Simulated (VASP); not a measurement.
# Energy of TiTe₂ along an even scaling of the cell

System: TiTe₂ (3 atoms in the cell).
Method: Kohn-Sham DFT of a periodic cell, PBEsol, VASP PAW PBE potentials, recommended, no spin polarisation (VASP 6.6.1).

The 7 runs differ only in the geometry, by an even scaling of the cell at fixed fractional positions. The structure derives from an entry of the Crystallography Open Database.

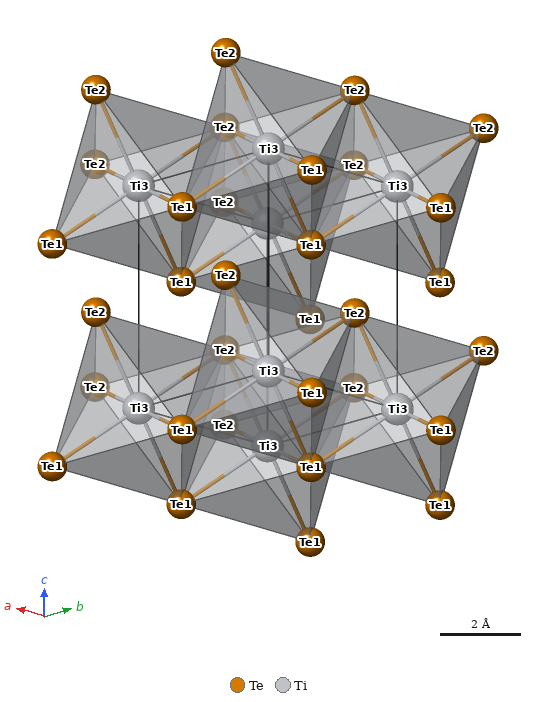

Figure 1. The structure of run 4 (polyhedral view of the cell of the calculation, seen at an oblique angle; polyhedra are completed across the faces of the cell; atoms are numbered from 1 in the order of the input).

**INCAR of run 4**
```
SYSTEM = TiTe2
PREC = Accurate
ENCUT = 520
EDIFF = 1E-7
ISMEAR = -1
SIGMA = 0.05
LREAL = .FALSE.
LASPH = .TRUE.
NELM = 80
ALGO = Normal
ISIF = 2
LWAVE = .FALSE.
LCHARG = .TRUE.
GGA = PS
LELF = .TRUE.
LVHAR = .TRUE.
NBANDS = 19
```

**KPOINTS of run 4**
```
Automatic mesh
0
G
  8 8 4
  0 0 0
```

**POSCAR of run 4**
```
TiTe2
1.0
    3.7770000000      0.0000000000      0.0000000000
   -1.8885000000      3.2709779501      0.0000000000
    0.0000000000      0.0000000000      6.4980000000
Te Ti
2 1
Direct
    0.3333333333      0.6666666667      0.7372000000
    0.6666666667      0.3333333333      0.2628000000
    0.0000000000      0.0000000000      0.0000000000
```

Command:
```bash
cat potpaw_PBE.64/Te/POTCAR potpaw_PBE.64/Ti_sv/POTCAR > POTCAR
mpirun -np 1 vasp_std > vasp.out
```

Run 3 has the same physical settings and fractional positions; its lattice vectors (Å) are:
```
   3.751650    0.000000    0.000000
  -1.875825    3.249024    0.000000
   0.000000    0.000000    6.454388
```

**Results, with one run withheld**

| run | volume per atom (Å³) | free energy per atom, from the lowest run given (meV) | pressure (GPa) |
| --- | --- | --- | --- |
| 1 | 25.154 | 4.10 | 2.00 |
| 2 | 25.689 | 0.00 | 0.43 |
| 3 | 26.225 | ? | ? |
| 4 | 26.760 | 6.16 | −2.23 |
| 5 | 27.295 | 15.47 | −3.37 |
| 6 | 27.830 | 28.37 | −4.38 |
| 7 | 28.365 | 44.51 | −5.30 |

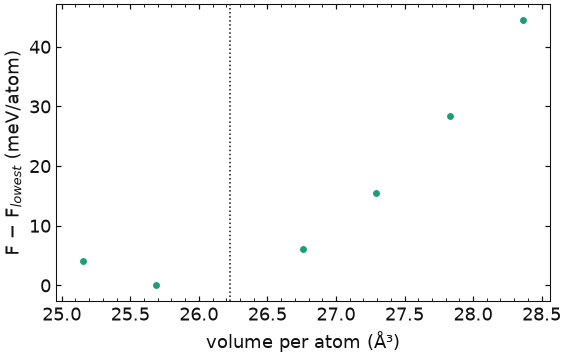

Figure 2. Free energy per atom of the runs given; the dotted line marks run 3.

Estimate the energy of run 3 from the others.

A cubic polynomial in V^(−2/3) (the Birch–Murnaghan form), fitted to the 6 runs given, misses them by under 0.01 meV per atom. With x = V^(−2/3) − 0.11164 Å⁻², it reads F = 6.8447 − 5208.9 x + 9.553e+05 x² + 6.7245e+05 x³ (meV per atom). At run 3 it gives 0.85 meV per atom, and the run itself gives 0.85. The slope of the fit gives a pressure −dF/dV of −0.95 GPa there, and the run prints −0.97 GPa. The fit has its minimum at 25.858 Å³ per atom, where V d²F/dV² gives 69.2 GPa. Cell shape and fractional positions are held, so this is the stiffness under even scaling; the relaxed bulk modulus wasn't computed and can be far lower in a crystal of layers, chains or molecules like this one.

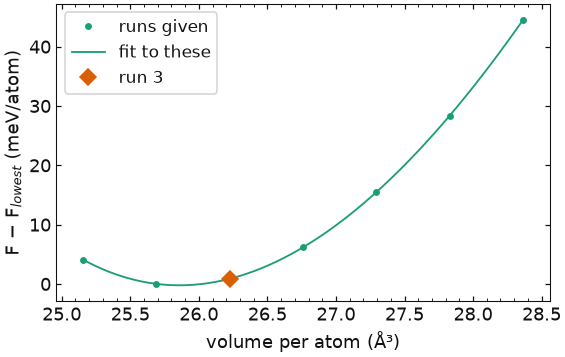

Figure 3. The fit and the withheld run.

**OSZICAR and lines of OUTCAR (run 3)**
```
N       E                     dE             d eps       ncg     rms          rms(c)
DAV:   1     0.179894376809E+03    0.17989E+03   -0.10769E+04  1330   0.117E+03
DAV:   2    -0.308331536164E+01   -0.18298E+03   -0.17789E+03  1396   0.304E+02
DAV:   3    -0.191995271234E+02   -0.16116E+02   -0.15601E+02  2035   0.828E+01
DAV:   4    -0.198005562401E+02   -0.60103E+00   -0.59520E+00  1737   0.147E+01
DAV:   5    -0.198204466536E+02   -0.19890E-01   -0.19879E-01  1856   0.264E+00    0.125E+01
DAV:   6    -0.197074430014E+02    0.11300E+00   -0.35414E+01  1489   0.379E+01    0.135E+01
DAV:   7    -0.178005753195E+02    0.19069E+01   -0.28054E+01  1657   0.311E+01    0.527E+00
DAV:   8    -0.175412113653E+02    0.25936E+00   -0.14449E+00  1584   0.841E+00    0.172E+00
DAV:   9    -0.175571658129E+02   -0.15954E-01   -0.21137E-01  1785   0.285E+00    0.151E+00
DAV:  10    -0.175432324257E+02    0.13933E-01   -0.24778E-01  1600   0.348E+00    0.806E-01
DAV:  11    -0.175391442709E+02    0.40882E-02   -0.32609E-02  1527   0.130E+00    0.323E-01
DAV:  12    -0.175392049168E+02   -0.60646E-04   -0.28738E-03  1598   0.378E-01    0.233E-01
DAV:  13    -0.175390377294E+02    0.16719E-03   -0.65140E-04  1586   0.187E-01    0.375E-02
DAV:  14    -0.175390411719E+02   -0.34425E-05   -0.17710E-05  1541   0.334E-02    0.366E-02
DAV:  15    -0.175390366305E+02    0.45414E-05   -0.66617E-06  1673   0.201E-02    0.180E-02
DAV:  16    -0.175390341650E+02    0.24655E-05   -0.12440E-05  1788   0.218E-02    0.282E-03
DAV:  17    -0.175390343161E+02   -0.15116E-06   -0.28002E-07  1486   0.374E-03    0.185E-03
DAV:  18    -0.175390343158E+02    0.30650E-09   -0.21743E-08   842   0.114E-03
   1 F= -.17539034E+02 E0= -.17533220E+02  d E =-.116286E-01
[... from OUTCAR:]
  free energy    TOTEN  =       -17.53903432 eV
  energy without entropy =      -17.52740571  energy(sigma->0) =      -17.53322001
 E-fermi :   6.9017     XC(G=0): -10.0957     alpha+bet :-12.6831
  free  energy   TOTEN  =       -17.5390343158 eV
  energy  without entropy=      -17.5274057052  energy(sigma->0) =      -17.53322001
```
